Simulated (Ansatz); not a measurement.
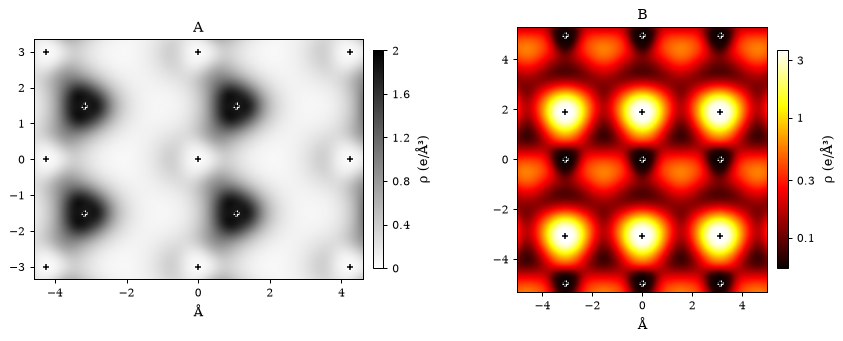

The valence pseudo-density of 2 systems, each on a plane through atoms (crosses mark nuclei in the plane).

These are results of DFT PBE0, scalar-relativistic, plane waves, PAW (Ansatz 0.2.0), not measurements.

System 1: AlN, the (100) plane of the conventional cell. Space group P6₃mc; a generated structure, not necessarily the stable one.

System 2: SiC, the (011) plane of the conventional cell. Space group F-43m; a generated structure, not necessarily the stable one; changed on purpose from its base cell (volume × 0.92); computed pressure about 20 GPa in this cell.

Q: Which map belongs to which system?

A: Panel A is system 2, SiC: the plane holds Si and C. Si–C (1.84 Å): the density is about 0.97 e/Å³ at the midpoint. Panel B is system 1, AlN: the plane holds Al and N. Al–N (1.90 Å): the density is about 0.69 e/Å³ at the midpoint.
